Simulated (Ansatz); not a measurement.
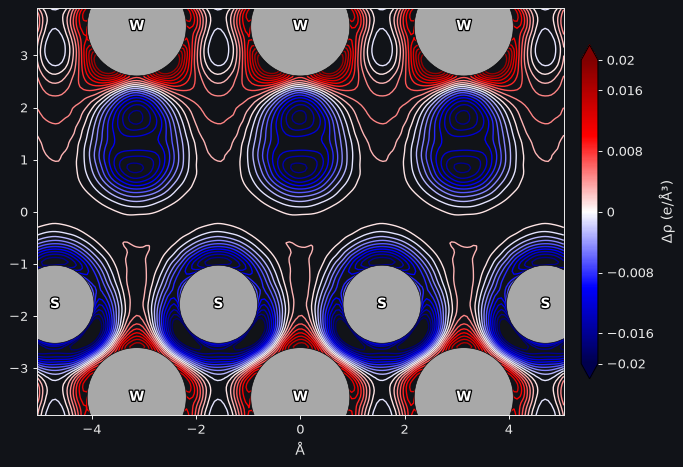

WS$_{2}$. Difference of the valence pseudo-densities of two functionals at the same geometry, on the (011) plane of the calculation cell: one of LDA and r2SCAN less the other.

Both computed with Ansatz (plane waves, PAW), on the same k-point mesh. Grey discs cover the atomic cores.

Which was subtracted from which, and what does the map show?

Answer. It is LDA less r2SCAN. Against r2SCAN, LDA gives more density around W (+0.008 e/Å³ on average at 1.1 Å from the nucleus), less density around S (−0.015 e/Å³ on average at 0.9 Å from the nucleus) and a change of −0.008 e/Å³ at the midpoint of W–S.
